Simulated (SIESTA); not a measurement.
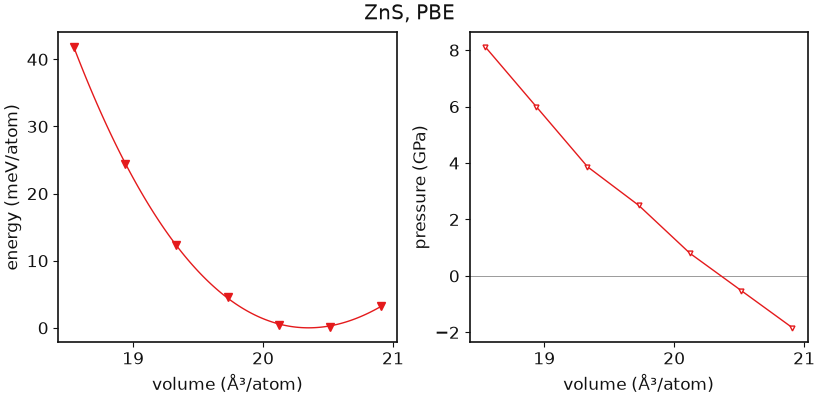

The picture above shows the energy and pressure against volume for ZnS, space group F-43m (No. 216).

The given structure:
```yaml
crystal:
  lattice:
    - [0.00000, 2.70200, 2.70200]
    - [2.70200, 0.00000, 2.70200]
    - [2.70200, 2.70200, 0.00000]
  atoms:
    - { symbol: Zn, position: [0.75000, 0.75000, 0.75000] }
    - { symbol: S, position: [0.00000, 0.00000, 0.00000] }
```

How it was computed, with SIESTA 5.4.2: DFT in numerical atomic orbitals with pseudopotentials, no spin polarisation; energies at scaled volumes of the given cell, shape and fractions fixed, counted from the fit's minimum, third-order Birch-Murnaghan fit. Level: PBE.

```csv
setting,value
k mesh,9×9×9
occupations,Fermi–Dirac
smearing width,0.05 eV
potentials,"PseudoDojo 0.4 standard, converted to PSML, two zetas on semicore shells"
program settings,"basis DZP, mesh cutoff 800 Ry"
```

**What equilibrium volume and bulk modulus follow from the curve?**

A third-order Birch–Murnaghan fit gives V0 = 20.35 Å³/atom, B0 = 70.3 GPa and B′ = 4.6.

**How does the pressure vary with volume?**

It falls from 8.13 GPa at volume 18.54 Å³/atom to −1.84 GPa at 20.91 Å³/atom, and changes sign near 20.36 Å³/atom.

Caveats: mulliken charges of long orbitals; short basis over semicore shells; valence orbitals made in semicore potential.

The computed values:

```json
{"volume (Å³/atom)": "18.54", "energy (meV/atom)": "41.91", "pressure (GPa)": "8.13"}
{"volume (Å³/atom)": "18.94", "energy (meV/atom)": "24.36", "pressure (GPa)": "6.00"}
{"volume (Å³/atom)": "19.33", "energy (meV/atom)": "12.40", "pressure (GPa)": "3.87"}
{"volume (Å³/atom)": "19.73", "energy (meV/atom)": "4.60", "pressure (GPa)": "2.50"}
{"volume (Å³/atom)": "20.12", "energy (meV/atom)": "0.48", "pressure (GPa)": "0.80"}
{"volume (Å³/atom)": "20.52", "energy (meV/atom)": "0.20", "pressure (GPa)": "-0.52"}
{"volume (Å³/atom)": "20.91", "energy (meV/atom)": "3.28", "pressure (GPa)": "-1.84"}
```
